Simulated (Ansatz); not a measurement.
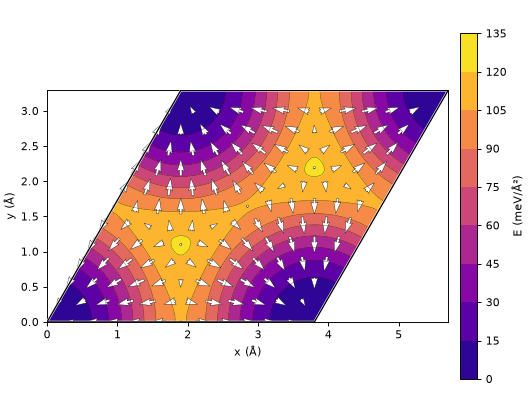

Energy landscape of Si (P6_3/mmc, No. 194; 8 atoms in the cell). 
- Gamma surface: rigid slide across a plane, one fault a cell; the plane is (0 0 1) of the conventional cell.
- Places are given modulo a cell vector. The map is drawn in real space over the plane of the slide.
- Nothing is relaxed (rigid halves, spacing across the cut fixed).
- The grid has 12 × 12 points; 19 points were computed and 125 follow by symmetry.
- All energies are given in meV/Å² relative to the lowest grid point.
- The band gap closes in part of the range.
- The calculation used Ansatz, DFT LDA, scalar-relativistic, plane waves, PAW. Settings: cutoff 420 eV, k-mesh 10×10×3 in the order of the run's cell vectors, gaussian smearing 0.03 eV, no spin polarisation.

The picture shows filled contours, arrows along the force (downhill), their lengths compressed, the outline of one cell of the plane. Between grid points the surface is interpolated. 

Question: Summarise what can be read from the map.

Answer: The lowest grid point is at (0/12, 0/12) of the cell vectors. No other kind of well shows on this grid. The highest grid point, (4/12, 4/12) of the cell vectors, lies 121 meV/Å² above the lowest. On the interpolated surface the easiest way out of the lowest well to its copy in the next cell or period passes a barrier of about 106 meV/Å².

The whole map (19 points run) took 12 min on 2 threads of Arm Neoverse N1 (shared host).

PAW datasets: the set soft_1.
